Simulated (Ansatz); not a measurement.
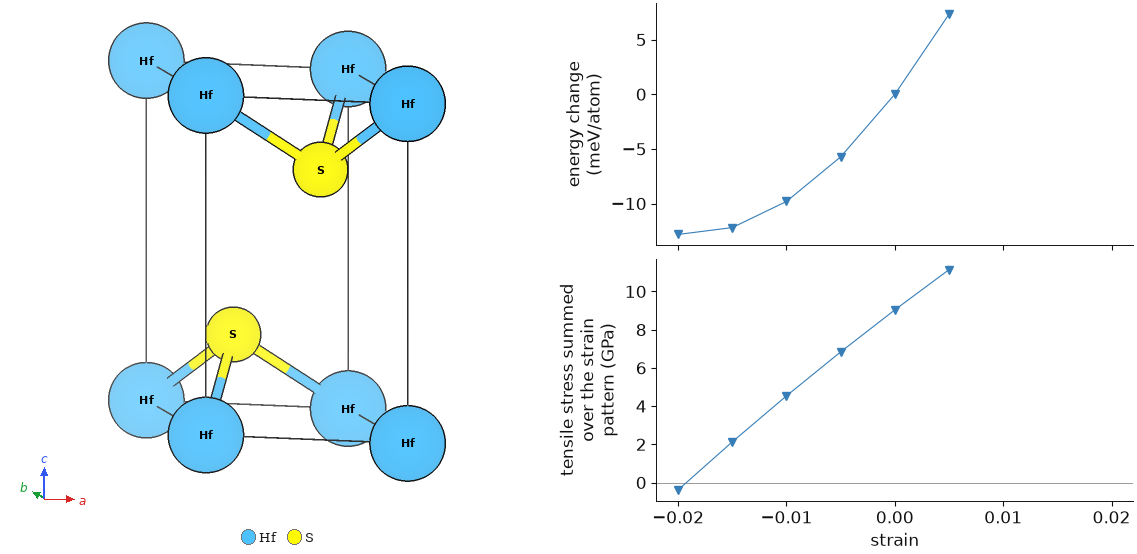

The plot gives the computed energy change and tensile stress summed over the strain pattern against strain for HfS₂, space group P-3m1 (No. 164). The cell is drawn beside the plot.

Structure:
```
CELL_PARAMETERS angstrom
3.63966 0.00000 0.00000
-1.81983 3.15204 0.00000
0.00000 0.00000 6.05556
ATOMIC_POSITIONS crystal
Hf 0.00000 0.00000 0.00000
S 0.66667 0.33333 0.76395
S 0.33333 0.66667 0.23605
```

Computed with Ansatz 0.2.0: homogeneous strain of a crystal along one Voigt pattern with engineering shear, fractional coordinates fixed, by plane-wave density functional theory with PAW datasets, free energies less that of the undisturbed cell; scalar-relativistic. Level: LDA, no spin polarisation.

```tsv
setting	value
wave cutoff	420 eV
k mesh	9×9×6
occupations	Gaussian
smearing width	0.05 eV
k shift	(0, 0, 0) (mesh steps)
start	as given
strain pattern	(1, 1, 0, 0, 0, 0) (xx yy zz yz xz xy with engineering shear)
```

The points at strain 0.010, 0.015 and 0.020 are left out of the plot. What values does the calculation give there?

| strain | energy change (meV/atom) | tensile stress summed over the strain pattern (GPa) |
| --- | --- | --- |
| 0.010 | 16.17 | 13.2 |
| 0.015 | 26.50 | 15.1 |
| 0.020 | 38.26 | 16.9 |

Limits of the calculation: odd k mesh can miss points on the zone edge; reference crystal is not relaxed.
